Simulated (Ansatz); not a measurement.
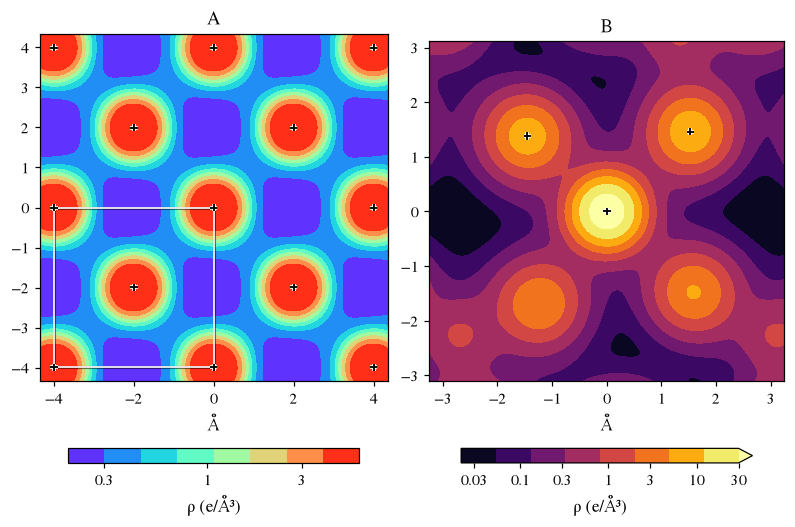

The valence electron density of 2 systems, each on a plane through atoms (crosses mark nuclei in the plane).

The calculation used DFT PBEsol, scalar-relativistic, plane waves, PAW (Ansatz).

System 1: HfO₂, the (111) plane of the conventional cell. Space group P2₁2₁2; a point of a scan over the structure, not its minimum; a structure from a database of computed crystals, not necessarily the ambient phase; not relaxed (largest force 1.1 eV/Å); computed pressure about −3 GPa in this cell; PAW files of the earlier set (soft_1).

System 2: W, the (001) plane of the conventional cell. Space group C2/m; a point of a scan over the structure, not its minimum; not relaxed (largest force 1.6 eV/Å); computed pressure about 5 GPa in this cell; PAW files of the earlier set (soft_1).

```
W
1.0
     0.00000   -3.99825    0.00000
     0.00000    0.00000   -3.99825
     3.99825    0.00000    0.00000
W
4
Direct
  0.28031 0.00000 0.23639
  0.78031 0.50000 0.23639
  0.71969 0.00000 0.76361
  0.21969 0.50000 0.76361
```

Which map belongs to which system?

Panel A is system 2, W: the plane holds W. W–W (2.83 Å): ρ at the midpoint is about 0.36 e/Å³. Panel B is system 1, HfO₂: the plane holds Hf and O. Hf–O (2.01 Å): the density is about 0.84 e/Å³ at the midpoint.
